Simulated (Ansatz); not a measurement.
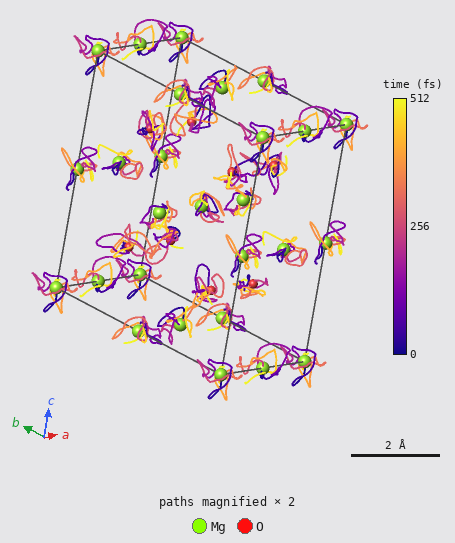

First-principles dynamics of a 16-atom cell of MgO (set up in Fm-3m), 512 fs long. Lines trace each atom's path, coloured by time; spheres stand at the starting positions. The excursions are magnified 2 times. Seen from a free direction in the reduced simulation cell.

All numbers below come from DFT PBE, scalar-relativistic, plane waves, PAW (Ansatz). Set-up: plane-wave cutoff 420 eV; k-point mesh 2 × 2 × 2; Fermi-Dirac smearing 0.103 eV; volume 1.04 times that of the relaxed crystal; Langevin thermostat (NVT); set temperature 1200 K; time step 4 fs; friction 0.05 per fs.

Input
```yaml
crystal:
  lattice:
    - [4.3264946021, 0.0, 4.3264946021]
    - [0.0, -4.3264946021, 4.3264946021]
    - [4.3264946021, -4.3264946021, 0.0]
  atoms:
    - { symbol: Mg, position: [0.0, 0.0, 0.5] }
    - { symbol: Mg, position: [0.0, 0.5, 0.5] }
    - { symbol: Mg, position: [0.5, 0.0, 0.5] }
    - { symbol: Mg, position: [0.5, 0.5, 0.5] }
    - { symbol: Mg, position: [0.0, 0.0, 0.0] }
    - { symbol: Mg, position: [0.0, 0.5, 0.0] }
    - { symbol: Mg, position: [0.5, 0.0, 0.0] }
    - { symbol: Mg, position: [0.5, 0.5, 0.0] }
    - { symbol: O, position: [0.75, 0.75, 0.25] }
    - { symbol: O, position: [0.75, 0.25, 0.25] }
    - { symbol: O, position: [0.25, 0.75, 0.25] }
    - { symbol: O, position: [0.25, 0.25, 0.25] }
    - { symbol: O, position: [0.75, 0.75, 0.75] }
    - { symbol: O, position: [0.75, 0.25, 0.75] }
    - { symbol: O, position: [0.25, 0.75, 0.75] }
    - { symbol: O, position: [0.25, 0.25, 0.75] }
basis:
  ecutwfc: 420
kpoints:
  mp_grid: { grid: [2, 2, 2], shift: [0.5, 0.5, 0.5] }
hamiltonian:
  xc: pbe
scf:
  occupations: { method: fermi_dirac, width: 0.1034 }
  lower_state_search: "off"
  convergence: { dr2_threshold: 1.0e-07 }
output:
  forces: true
  stress: true
md:
  timestep: 4.0
  n_steps: 128
  ensemble: nvt_langevin
  temperature: 1200.0
  initial_velocities: maxwell_boltzmann
  seed: 73576
  friction: 0.05
```

Command:
```bash
ansatz run input.yaml --threads 4 --pin off --max-ram 5120MiB --backend cpu --events-out ev --progress --plain --runs-dir out
```

### What do the traces tell about the motion?

In the second half of the run the atoms are, in the root-mean-square, this far from where they began (common drift taken out): O 0.20 Å, Mg 0.19 Å. That is small against the typical shortest distance between atoms in the first frame, about 2.2 Å: the atoms vibrate about their sites and the arrangement holds. The mean temperature in the second half is 1203 K (standard deviation 230 K). The potential energy in the second half lies on average 148 meV per atom above the first frame. The mean pressure there is 1.1 GPa. The time step of 4 fs is long for the fastest vibrations here (lightest element oxygen).
